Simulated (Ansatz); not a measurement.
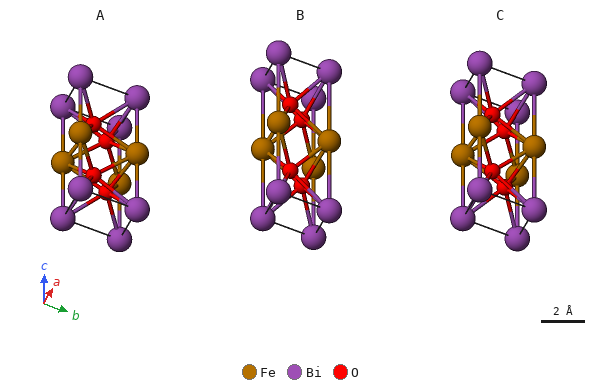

3 geometries from one relaxation of solid FeBiO₄ (a generated structure, set up in P6/mmm) (coarse preliminary run), in shuffled order. A ball-and-stick model of the cell of the calculation, seen from a free direction.

Level of theory: DFT PBE, scalar-relativistic, plane waves, PAW (Ansatz). Set-up: plane-wave cutoff 420 eV; k-point mesh 6 × 6 × 4; occupations gaussian; smearing width 0.1 eV; collinear spin; cell and atoms relaxed; force threshold 0.04 eV/Å; at most 70 steps.

Put them in the order of the run, from the start to the converged end.

Answer. B, C, A. They are steps 0, 2, 10, at +605 meV per atom, +185 meV per atom relative to the last. Over 8 accepted moves (10 points after the start) the energy falls by 605 meV per atom. The largest force component goes from 0.95 to 0.0017 eV/Å. Pressure: 17.19 GPa at the start and 0.12 GPa at the end. The SCF was repeated twice at an unchanged geometry on a basis and grid sized afresh for the cell, which shifted the energy by 20.4 meV per atom at most. The largest moves relative to the cell, 0.051 Å, are those of O atoms. Fe and Bi stay in place. Cell: a = b 3.289 → 3.677 Å (+11.8 %), c 7.153 → 5.761 Å (−19.5 %). Volume +0.6 %. Near-neighbour distances that change, for instance: Bi–Fe 3.577 → 2.880 Å, Fe–O 2.549 → 2.499 Å, Bi–O 2.669 → 2.635 Å. Among the angles between lasting bonds that change: Bi–O–Bi 76.1° → 88.5°. The space group stays P6/mmm (No. 191). The run took 80 s on 1 thread of Intel(R) Xeon(R) Platinum 8259CL CPU @ 2.50GHz (Skylake/Cascade Lake), with other jobs on the host, peak memory 0.47 GiB.
